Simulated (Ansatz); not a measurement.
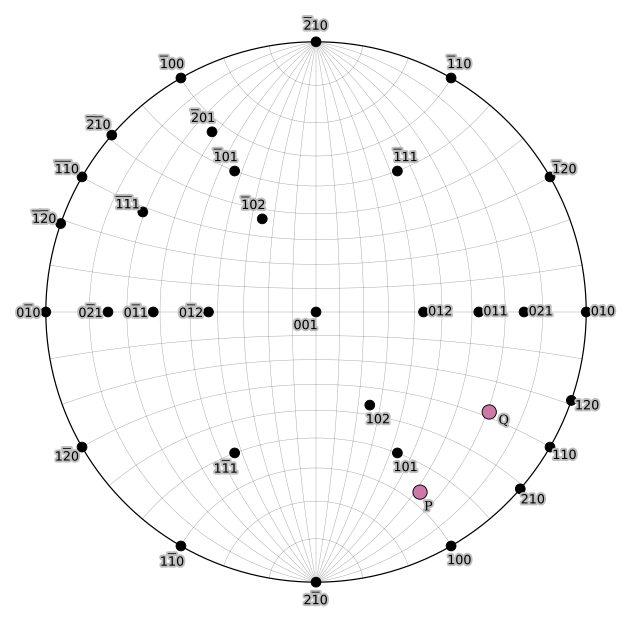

For Yb, the geometry relaxed with DFT PBE, scalar-relativistic, plane waves, PAW in Ansatz; the starting structure was generated, so it need not be a known form of this composition: stereographic projection of plane normals (upper hemisphere) centred on (0 0 1). All values are computed from the atomic coordinates in the standard setting (tolerance 0.002 Å).

a = 3.685 Å, b = 3.685 Å, c = 6.035 Å, α = 90.00°, β = 90.00°, γ = 120.00°.

> Index the poles marked P, Q.

P is (2 0 1), in four indices (2 0 −2 1), 75.2° from the centre; Q is (1 1 1), in four indices (1 1 −2 1), 73.0° from the centre.

> What is the angle between the normals of (−1 1 1) and (1 2 0), and what are their d_hkl = 1/|g|?

80.4°; d = 2.821 Å and 1.206 Å.
